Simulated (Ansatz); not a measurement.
Ta

Input

```
crystal:
  lattice:
    - [4.22, 0.0, 0.0]
    - [0.0, 2.11, -2.11]
    - [0.0, 7.0333333333, 5.6266666667]
  atoms:
    - { symbol: Ta, position: [0.0, -0.30555, 0.91665] }
    - { symbol: Ta, position: [0.5, 0.4722277778, 0.0833166667] }
    - { symbol: Ta, position: [0.0, -0.0833277778, 0.2499833333] }
    - { symbol: Ta, position: [0.5, 0.3611166667, 0.41665] }
    - { symbol: Ta, position: [0.0, -0.1944388889, 0.5833166667] }
    - { symbol: Ta, position: [0.5, 0.2500055556, 0.7499833333] }
basis:
  ecutwfc: 500
kpoints:
  mp_grid: { grid: [11, 16, 6] }
hamiltonian:
  xc: r2scan
scf:
  occupations: { method: gaussian, width: 0.15 }
output:
  forces: true
  stress: true
  eigenvalues: true
  write_density: true
  write_potential: true
  elf: true
  volumetric_format: npy
```

Command:

```sh
ansatz run input.yaml --threads 2 --pin off --max-ram 5120MiB --backend cpu --events-out ev --progress --plain --runs-dir out
```

Below, planes, directions and counts refer to the conventional cell (a = 2.98 Å, b = 4.22 Å, c = 9.01 Å, α = 90.00°, β = 96.34°, γ = 90.00°).

Space group P2₁/m; not relaxed (largest force 1.6 eV/Å).

The calculation used DFT r2SCAN, scalar-relativistic, plane waves, PAW (Ansatz 0.2.0).

What can the converged valence pseudo-density and electron localisation function tell about the bonding?

Ta–Ta (2.98 Å): the density is about 0.26 e/Å³ at the midpoint; the ELF is about 0.30 at the midpoint.
The ELF has a maximum of about 0.70 in the space between the atoms, 1.8 Å from four Ta atoms, on no atom or two-centre bond.

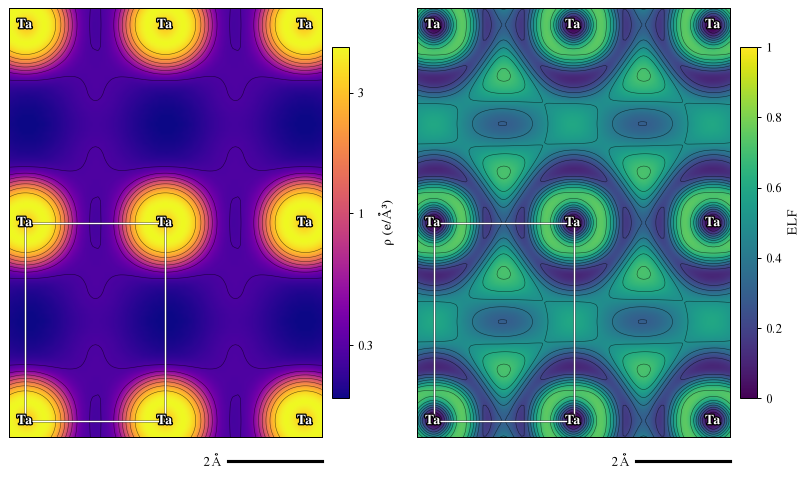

Computed valence pseudo-density and electron localisation function on the (001) plane of the conventional cell, in this order. 

The density is the valence pseudo-density of a PAW calculation; it isn't the true density close to the nuclei.
